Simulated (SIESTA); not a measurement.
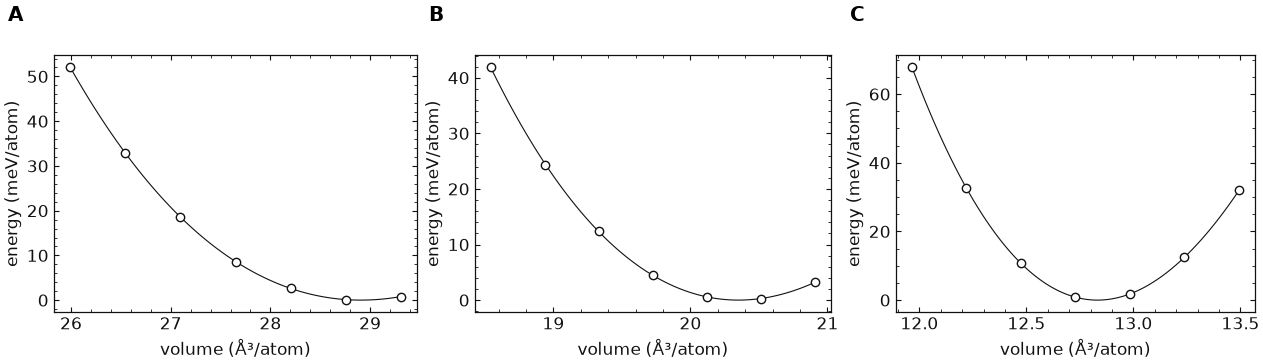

Each panel shows the energy against volume for one of these solids: Sn, I4_1/amd (No. 141); W₂C, P-3m1 (No. 164); ZnS, F-43m (No. 216).

Computed with SIESTA 5.4.2: DFT in numerical atomic orbitals with pseudopotentials, no spin polarisation; energies at scaled volumes of the given cell, shape and fractions fixed, counted from the fit's minimum, third-order Birch-Murnaghan fit. Level: PBE.

Match the panels to the solids.

Answer. A is Sn (energy from 0.10 meV/atom to 52.08 meV/atom, V0 28.91 Å³/atom, B0 46.5 GPa); B is ZnS (energy from 0.20 meV/atom to 41.91 meV/atom, V0 20.35 Å³/atom, B0 70.3 GPa); C is W₂C (energy from 0.85 meV/atom to 67.82 meV/atom, V0 12.83 Å³/atom, B0 328 GPa).

For Sn, limits of the calculation: mulliken charges of long orbitals; shape and atomic fractions are frozen while scaling, which makes layered, chain and framework solids too stiff.

For W₂C, limits of the calculation: mulliken charges of long orbitals; short basis over semicore shells; shape and atomic fractions are frozen while scaling, which makes layered, chain and framework solids too stiff.

For ZnS, limits of the calculation: mulliken charges of long orbitals; short basis over semicore shells; valence orbitals made in semicore potential.
